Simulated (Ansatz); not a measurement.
Geometry relaxation of CHSi6 (part 3 of 3)

Continued. System: CHSi6 (slab, 8 atoms in the cell). Method: DFT PBEsol, scalar-relativistic, plane waves, PAW, spin-polarised (Ansatz 0.2.0); cutoff 420 eV, 9×9×1 k-mesh, Gaussian smearing of 0.05 eV, collinear spins. The structure derives from a Materials Project entry. The input holds or restrains some coordinates. Forces given for the steps count only the free coordinates. It belongs to a series of runs on one base structure; here: CH put at a hollow Si-Si site.

Geometry of the input (Å; fractional positions):
```
3.8249  0.0000  0.0000
-1.9124  3.3125  0.0000
0.0000  0.0000  27.2211
Si 0.6667  0.3333  0.3123
Si 0.3333  0.6667  0.3415
Si 0.3333  0.6667  0.4284
Si 0.6667  0.3333  0.4564
Si 0.6667  0.3333  0.5443
Si 0.3333  0.6667  0.5690
C  0.0000  0.0000  0.5337
H  0.0000  0.0000  0.5741
```

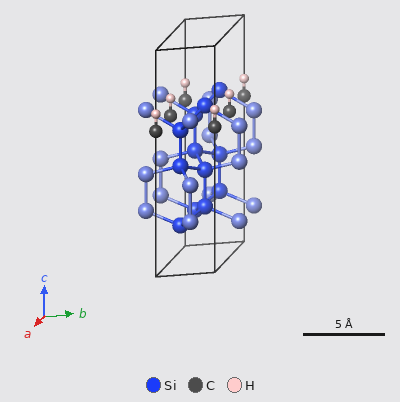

The geometry at step 4 of the log (ball-and-stick view of the 2 × 1 repeat of the cell, with the vacuum cut short, seen slightly off an axis; neighbours outside the cell are drawn fainter).

```
WARN: The output density's exchange-correlation potential varies sharply where the density is thin. Do not read a vacuum level from v_tot or v_xc, or from such a field of the output density. On a cell that repeats whose density bears no net charge and no dipole along the vacuum's axis use v_es (v_loc + v_h of the components); under efield.dipole_correction with no amplitude use v_es + v_field, which holds any external_charges[].barrier, or the levels of the report's work_function block, which leave it out; under a non-zero efield.amplitude the vacuum is tilted and has no level; on a cell that repeats and bears such a dipole with no correction it is tilted too, and efield.dipole_correction with no amplitude gives each side of its ramp a level where efield: is served; in a cell that repeats whose density bears a net charge (total_charge, or a fill off its count) it is curved and has none; of a slab under crystal.periodic whose density bears no net charge use v_es, which has a level on each side, short of where the two are joined; of another it falls or rises all the way out and has none; of a slab beside external_charges read slab_vacuum_level instead, which it has where they leave it neutral. The grid or the basis barely resolves most such structure, and the values can differ between equally converged runs; as a rule a tighter scf.convergence.dr2_threshold does not remove it. Where the density itself ripples (under the LDA too) a higher basis.ecutwfc lessens it. The files hold the spikes' plane waves up to the density's cutoff. Files: v_tot_of_output_density and the like, and their columns of v_z.tsv (output.write_potential); v_xc_of_output_density and the like, and their columns of v_comp_z.tsv (output.write_potential_components). Measured: with its Gaussian average of σ = 0.25 Å subtracted twice, the exchange-correlation potential is over 0.1 eV at 84 of the grid points where the equally averaged density (valence and model cores) is under 1e-3 e/Å³, and 0.271 eV at the most among them, at an averaged density of 4.6e-9 e/Å³. The input density's (outcome.potential() and, of a run that writes arrays, v_tot and v_xc) is over 0.1 eV, so measured, at 177 points of its own thin density, 0.185 eV at the most. See output.write_potential in the manual, Limitations
SCF converged after 2 iterations
Stability not checked: this state was not tested for a lower state beside it, because the mixer in use, unlike msr1, does not test its closes by its own steps (another_mixer; see scf.mixing.algorithm and scf.lower_state_search)
Magnetization: 1.0213 μB (15.0107 up, 13.9893 down)
Absolute magnetization: 1.0394 μB (∫|ρ↑−ρ↓|, with the PAW one-centre terms)
Spin contamination: 0.0105 ħ² per cell (⟨S²⟩ above its minimum at these occupations)
Per-site moments (μB) at R_I (Å): [(0.22134923658399336, 0.9684117025591464), (0.03516355635288121, 0.9684117025591464), (0.05420776375921429, 0.965101546238127), (0.0207500225678806, 0.9644603443552785), (0.01972226048991864, 0.9240163846913129), (0.021237006218592553, 0.9201088619974445), (0.003624866809650229, 0.46621087324957966), (0.0004971690438851385, 0.46621087324957966)]
Free energy (F): -3985.783933 eV
Harris-Foulkes:  -3985.783933 eV  (|F-HF|=4.21e-8)
Internal energy: -3985.780056 eV  (E = F + TS)
E sigma→0 (E₀):  -3985.781994 eV
Entropy (-TS):   -0.003877 eV (-0.485 meV/atom)
Fermi energy:    -0.476982 eV
Dipole field:    D = 0.002763 V/Å  (p = 0.005266 e·Å, saw-weighted, corrected)
Work function:   Φ+ = 4.6019 eV   Φ− = 4.6771 eV
Levels:          The Fermi level and band energies are counted from a zero that moves with the ramp; work functions are not
--- Per-component energies (eV) ---
  E_band       = -172.229121
  E_kinetic    = 337.840277
  E_local      = -11698.764585  (includes V_loc(G=0)·N_el)
  E_nonlocal   = 185.197387
  E_hartree    = 5686.200079
  E_xc         = -382.987402
  E_vxc        = -349.422778  (∫ρ·V_xc dr)
  E_paw        = -3086.925304  (= ΣΔE_a)
  E_vpaw       = -19.413237  (= ΣTr[D̂ρ^β])
  E_aug_tail   = -0.001209  (compensation charges beyond the density's cutoff)
  E_efield     = 0.000007  (sawtooth field / dipole correction)
  E_vefield    = -0.048453  (∫n·V_field dr)
  E_ewald      = 4973.450229
  E_core_change = 0.210464  (= ΣΔE_core)
  E_smearing   = -0.003877  (= −TS)
  E_closure    = 0.000000  (closes the sum)
  Σ components = -3985.783933   (vs F -3985.783933, Δ=0.00e0)
--- Forces (eV/Å), atoms counted from 1 ---
  atom   1  Si     0.00000000     0.00000000     0.41933859
  atom   2  Si     0.00000000    -0.00000000    -0.58688070
  atom   3  Si     0.00000000    -0.00000000     0.17970166
  atom   4  Si     0.00000000     0.00000000     0.00631475
  atom   5  Si     0.00000000     0.00000000     0.00487781
  atom   6  Si     0.00000000    -0.00000000    -0.00188743
  atom   7  C      0.00000000    -0.00000000     0.00488936
  atom   8  H      0.00000000    -0.00000000    -0.02640009
  max |Σ_I F_I| component: 4.60e-5 eV/Å
--- Band table (eV; the first three rows and the last of 24) ---
  k-point 0 ↑: bands = ["-15.4185", "-12.1470", "-10.9955", "-8.3563", "-5.7921", "-5.0428", "-4.1235", "-4.1235", "-3.0959", "-1.6864", "-1.6864", "-1.1940", "-1.1940", "-0.6422", "-0.6012", "-0.6012", "-0.2232", "0.9946", "2.0361", "2.1716", "2.1716", "2.5273", "3.2770"]
  k-point 1 ↑: bands = ["-15.2919", "-12.0047", "-10.8546", "-8.3186", "-6.1029", "-5.6973", "-4.4914", "-3.6941", "-3.1407", "-2.5581", "-1.8303", "-1.6640", "-1.4813", "-1.0649", "-0.5290", "-0.4738", "0.0444", "1.5001", "2.2796", "2.6326", "2.6949", "3.0315", "3.5734"]
  k-point 2 ↑: bands = ["-14.9259", "-11.5878", "-10.4483", "-8.5119", "-7.1164", "-5.7594", "-5.1141", "-4.3661", "-3.9121", "-3.5288", "-2.4672", "-2.3264", "-1.4898", "-1.2364", "-0.7226", "0.6443", "0.6586", "1.1115", "2.1368", "2.8551", "3.2504", "3.3638", "4.0913"]
  k-point 11 ↓: bands = ["-13.4781", "-10.0279", "-9.5040", "-9.0577", "-8.1322", "-7.4471", "-7.1626", "-5.9742", "-4.8845", "-3.9435", "-3.7645", "-3.1591", "-2.0594", "-0.2119", "0.8627", "1.2015", "1.5898", "1.8194", "2.1793", "2.5763", "4.1487", "4.8523", "4.9623"]
--- Relaxed structure (7 steps of the walk, 7 accepted, 0 SCFs on fresh bases) ---
  F+E_penalty+E_count = -3985.78393291 eV   max|allowed force component| = 2.640e-2 eV/Å
  atoms:
    - { symbol: Si, position: [0.6666666666666667, 0.33333333333333337, 0.3122574066] }
    - { symbol: Si, position: [0.33333333333333337, 0.6666666666666667, 0.3415299164] }
    - { symbol: Si, position: [0.33333333333333337, 0.6666666666666667, 0.4284226886] }
    - { symbol: Si, position: [0.6666666666666667, 0.33333333333333337, 0.45681490970256194] }
    - { symbol: Si, position: [0.6666666666666667, 0.33333333333333337, 0.5427072122557094] }
    - { symbol: Si, position: [0.33333333333333337, 0.6666666666666667, 0.5864809842771855] }
    - { symbol: C, position: [-5.786385595379619e-34, -6.201829389508201e-34, 0.5565108060237591] }
    - { symbol: H, position: [-1.4744258561292241e-34, -6.977058063196727e-34, 0.5980303206550097] }
--- Löwdin populations: 8 sites ---
  site symbol       q [e]    m [muB]
     0     Si      3.9378     0.7112
     1     Si      3.9770     0.0125
     2     Si      3.9495     0.1223
     3     Si      3.9738     0.0388
     4     Si      3.5955     0.0405
     5     Si      3.7374     0.0589
     6      C      4.6331     0.0149
     7      H      0.8003     0.0016
  spilling = 0.013643 (of n_electrons = 29.000000)
```

File populations.tsv:
```
# site	symbol	l	j	q_up	q_dn
# orbitals = lowdin
# n_electrons = 29.000000
# spilling = 0.013643
0	Si	0_3S	-	0.708886	0.620311
0	Si	1_3P	-	1.615603	0.992995
1	Si	0_3S	-	0.593921	0.595649
1	Si	1_3P	-	1.400865	1.386610
2	Si	0_3S	-	0.607820	0.587064
2	Si	1_3P	-	1.428058	1.326521
3	Si	0_3S	-	0.597382	0.591778
3	Si	1_3P	-	1.408900	1.375696
4	Si	0_3S	-	0.605558	0.597136
4	Si	1_3P	-	1.212459	1.180392
5	Si	0_3S	-	0.800751	0.795686
5	Si	1_3P	-	1.097412	1.043537
6	C	0_2S	-	0.727893	0.726128
6	C	1_2P	-	1.596136	1.582958
7	H	0_1S	-	0.400923	0.399334
```

Trajectory as extended XYZ (Å, eV, eV/Å), 7 frames, from step=1 to step=7:
```
8
Lattice="3.8249 0.0000 0.0000 -1.9124 3.3125 0.0000 0.0000 0.0000 27.2211" Properties=species:S:1:pos:R:3:forces:R:3 step=1 energy=-3984.81575
Si    1.9124    1.1041    8.5000    0.0000   0.0000   0.3649
Si    0.0000    2.2083    9.2968    0.0000   0.0000  -0.6469
Si    0.0000    2.2083   11.6622    0.0000   0.0000   0.1864
Si    1.9124    1.1041   12.4243    0.0000   0.0000  -0.2323
Si    1.9124    1.1041   14.8176    0.0000   0.0000  -2.1680
Si    0.0000    2.2083   15.4882    0.0000   0.0000   0.9066
C     0.0000    0.0000   14.5282    0.0000   0.0000   0.5228
H     0.0000    0.0000   15.6282    0.0000   0.0000   1.0664
8
Lattice="3.8249 0.0000 0.0000 -1.9124 3.3125 0.0000 0.0000 0.0000 27.2211" Properties=species:S:1:pos:R:3:forces:R:3 step=2 energy=-3985.33838
Si    1.9124    1.1041    8.5000    0.0000   0.0000   0.4591
Si    0.0000    2.2083    9.2968    0.0000   0.0000  -0.8128
Si    0.0000    2.2083   11.6622    0.0000   0.0000   0.0163
Si    1.9124    1.1041   12.3718    0.0000   0.0000   0.1510
Si    1.9124    1.1041   14.7418    0.0000   0.0000  -1.8896
Si    0.0000    2.2083   15.5737    0.0000   0.0000   0.8285
C     0.0000    0.0000   14.7064    0.0000   0.0000   0.7290
H     0.0000    0.0000   15.8229    0.0000   0.0000   0.5169
8
Lattice="3.8249 0.0000 0.0000 -1.9124 3.3125 0.0000 0.0000 0.0000 27.2211" Properties=species:S:1:pos:R:3:forces:R:3 step=3 energy=-3985.58601
Si    1.9124    1.1041    8.5000    0.0000   0.0000   0.4512
Si    0.0000    2.2083    9.2968    0.0000   0.0000  -0.7308
Si    0.0000    2.2083   11.6622    0.0000   0.0000  -0.1809
Si    1.9124    1.1041   12.3691    0.0000   0.0000  -1.6623
Si    1.9124    1.1041   14.5469    0.0000   0.0000   1.4210
Si    0.0000    2.2083   15.6594    0.0000   0.0000   0.1869
C     0.0000    0.0000   14.8186    0.0000   0.0000   0.1908
H     0.0000    0.0000   15.9367    0.0000   0.0000   0.3210
8
Lattice="3.8249 0.0000 0.0000 -1.9124 3.3125 0.0000 0.0000 0.0000 27.2211" Properties=species:S:1:pos:R:3:forces:R:3 step=4 energy=-3985.75051
Si    1.9124    1.1041    8.5000    0.0000   0.0000   0.4725
Si    0.0000    2.2083    9.2968    0.0000   0.0000  -0.7925
Si    0.0000    2.2083   11.6622    0.0000   0.0000  -0.2692
Si    1.9124    1.1041   12.3304    0.0000   0.0000   0.3447
Si    1.9124    1.1041   14.6486    0.0000   0.0000   0.1761
Si    0.0000    2.2083   15.8129    0.0000   0.0000   0.0270
C     0.0000    0.0000   15.0077    0.0000   0.0000  -0.1438
H     0.0000    0.0000   16.1294    0.0000   0.0000   0.1835
8
Lattice="3.8249 0.0000 0.0000 -1.9124 3.3125 0.0000 0.0000 0.0000 27.2211" Properties=species:S:1:pos:R:3:forces:R:3 step=5 energy=-3985.77297
Si    1.9124    1.1041    8.5000    0.0000   0.0000   0.3909
Si    0.0000    2.2083    9.2968    0.0000   0.0000  -0.4922
Si    0.0000    2.2083   11.6622    0.0000   0.0000   0.4386
Si    1.9124    1.1041   12.4902    0.0000   0.0000  -0.3162
Si    1.9124    1.1041   14.8260    0.0000   0.0000  -0.1036
Si    0.0000    2.2083   15.9968    0.0000   0.0000   0.0737
C     0.0000    0.0000   15.1903    0.0000   0.0000   0.1927
H     0.0000    0.0000   16.3274    0.0000   0.0000  -0.1841
8
Lattice="3.8249 0.0000 0.0000 -1.9124 3.3125 0.0000 0.0000 0.0000 27.2211" Properties=species:S:1:pos:R:3:forces:R:3 step=6 energy=-3985.78393
Si    1.9124    1.1041    8.5000    0.0000   0.0000   0.4193
Si    0.0000    2.2083    9.2968    0.0000   0.0000  -0.5869
Si    0.0000    2.2083   11.6622    0.0000   0.0000   0.1798
Si    1.9124    1.1041   12.4350    0.0000   0.0000   0.0064
Si    1.9124    1.1041   14.7731    0.0000   0.0000   0.0049
Si    0.0000    2.2083   15.9647    0.0000   0.0000  -0.0019
C     0.0000    0.0000   15.1489    0.0000   0.0000   0.0049
H     0.0000    0.0000   16.2791    0.0000   0.0000  -0.0264
8
Lattice="3.8249 0.0000 0.0000 -1.9124 3.3125 0.0000 0.0000 0.0000 27.2211" Properties=species:S:1:pos:R:3:forces:R:3 step=7 energy=-3985.78393
Si    1.9124    1.1041    8.5000    0.0000   0.0000   0.4193
Si    0.0000    2.2083    9.2968    0.0000   0.0000  -0.5869
Si    0.0000    2.2083   11.6622    0.0000   0.0000   0.1797
Si    1.9124    1.1041   12.4350    0.0000   0.0000   0.0063
Si    1.9124    1.1041   14.7731    0.0000   0.0000   0.0049
Si    0.0000    2.2083   15.9647    0.0000   0.0000  -0.0019
C     0.0000    0.0000   15.1489    0.0000   0.0000   0.0049
H     0.0000    0.0000   16.2791    0.0000   0.0000  -0.0264
```

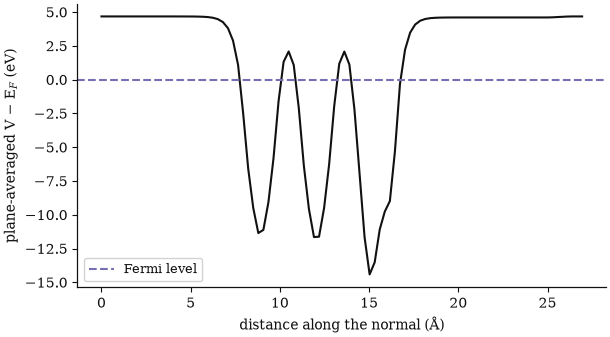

Plane average of the electrostatic potential energy of an electron across the cell, from the Fermi level. The vacuum level lies 4.60 eV above the Fermi level on the upper side and 4.68 eV on the lower.

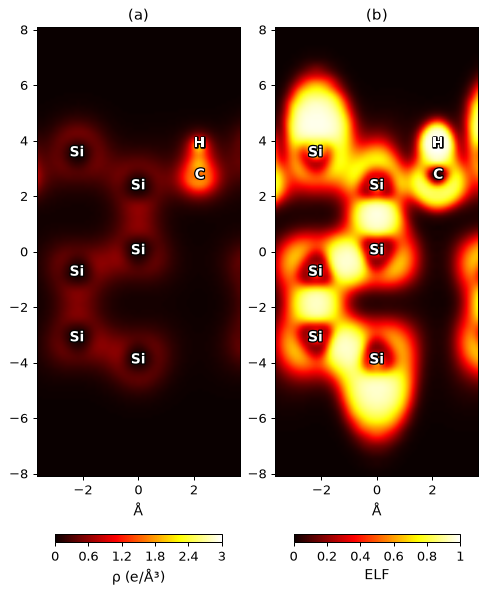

(a) valence pseudo-density; (b) electron localisation function on the (110) plane of the calculation cell, a cut from vacuum to vacuum. Atoms in the plane: Si, C and H. Si–Si (2.34 Å): ρ at the midpoint is about 0.59 e/Å³, a local maximum along the line; the ELF peaks at about 0.95 between the atoms, which marks localised, shared-pair bonding. Si–Si (2.51 Å): ρ is about 0.39 e/Å³ halfway, a local maximum along the line; the ELF peaks at about 0.75 between the atoms (localised, shared-pair bonding). The density dies away to nearly zero in the vacuum. Core electrons are frozen (PAW), so the fields are smoothed inside the atomic spheres.

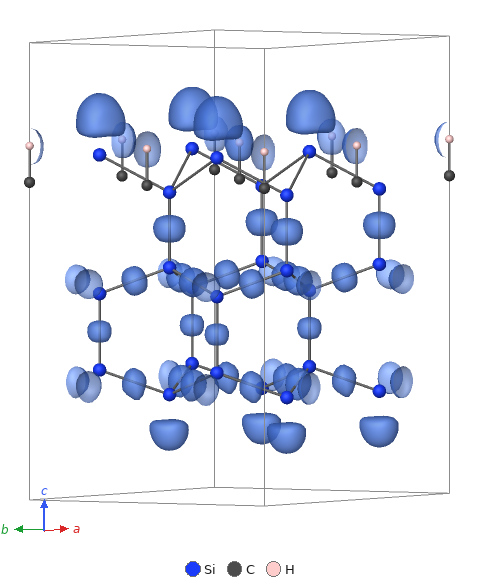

Isosurface of the electron localisation function at 0.9 (blue), seen at an oblique angle. Core shells and regions of very low density are left out. Sticks mark near contacts. Values along the shortest contacts: C–H (1.13 Å): the ELF climbs to about 1 towards the hydrogen (a covalent bond by its length).
